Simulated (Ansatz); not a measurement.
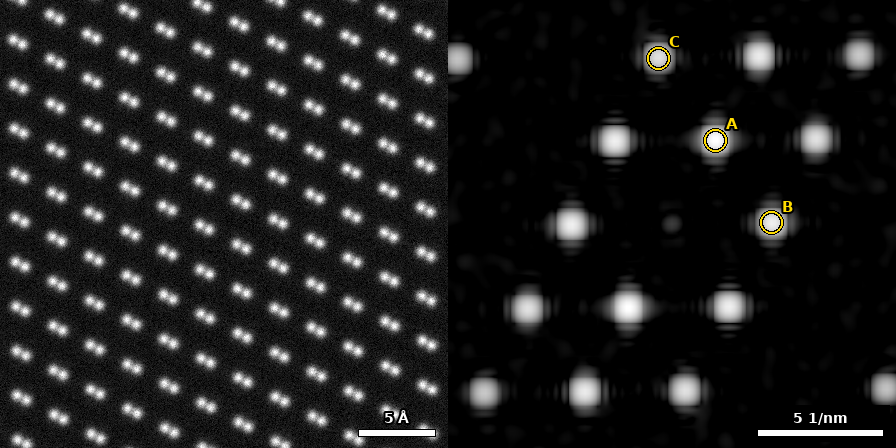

HAADF-like image of Ta (I4_1/amd, No. 141) along [100]. The image is simulated as a sum over atoms of Z^1.6, blurred by a 0.50 Å probe (no channelling). The probe carries 15 % of its weight in a tail 2.5 times as wide. The display is stretched by a gamma of 0.65; percentages refer to the linear signal. Shot noise was added. Model: coordinates from a relaxation with DFT r2SCAN, scalar-relativistic, plane waves, PAW (Ansatz 0.2.0); the starting structure was generated, so it need not be a known form of this composition.

The right panel is the modulus of the image's Fourier transform on a logarithmic scale.

a = 5.256 Å, b = 5.256 Å, c = 2.800 Å, α = 90.00°, β = 90.00°, γ = 90.00°

Index the marked spots and give their plane spacings (the zone axis points at the viewer; indices equivalent by symmetry, or all signs reversed, are as good).

A: (020), d = 2.63 Å; B: (0 1 -1), d = 2.47 Å; C: (031), d = 1.49 Å. A and B enclose 62°, and every spot obeys the zone law hu + kv + lw = 0 for [100].
